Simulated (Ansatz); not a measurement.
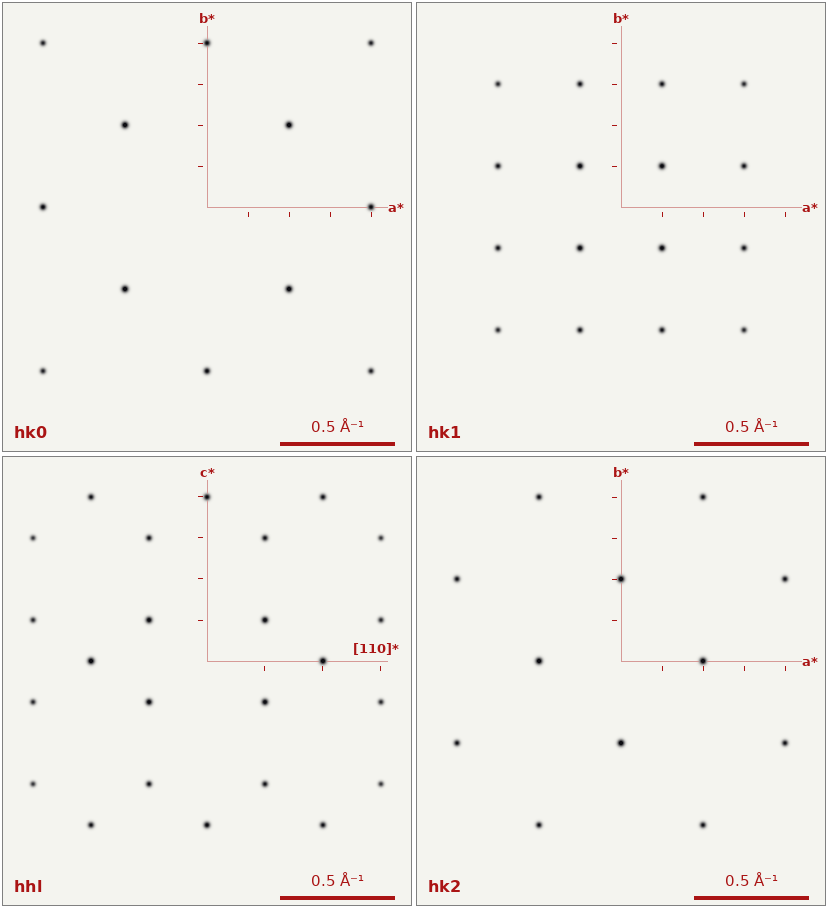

Simulated precession-type sections (X-rays; kinematic intensities, B = 0.5 Å²). The ticks mark integer indices of the conventional cell.

Read the reciprocal cell and give the direct cell.

a* = 0.181, b* = 0.181, c* = 0.181 Å⁻¹; the cell is cubic with a = 5.53 Å.

Which reflection conditions do the layers show?

Reflections are present only under these conditions. hkl: h + k = 2n, h + l = 2n; hk0: h = 2n, h + k = 4n; hhl: h + l = 2n; h00: h = 4n. The lattice is face-centred (F). Further gaps, such as 2 2 2, 4 4 2, come from atoms on special positions, not from the group's general conditions.

Which space groups fit?

The intensities have Laue symmetry m-3m (the hk0 layer shows 4mm, hk1 shows 4mm). With these conditions only Fd-3m (No. 227) fits. The compound is Ti. Structure: the end point of a relaxation with DFT, PBEsol, plane waves (420 eV) with PAW, scalar-relativistic (Ansatz 0.2.0); the starting structure was generated, so it need not be a known form of this composition.
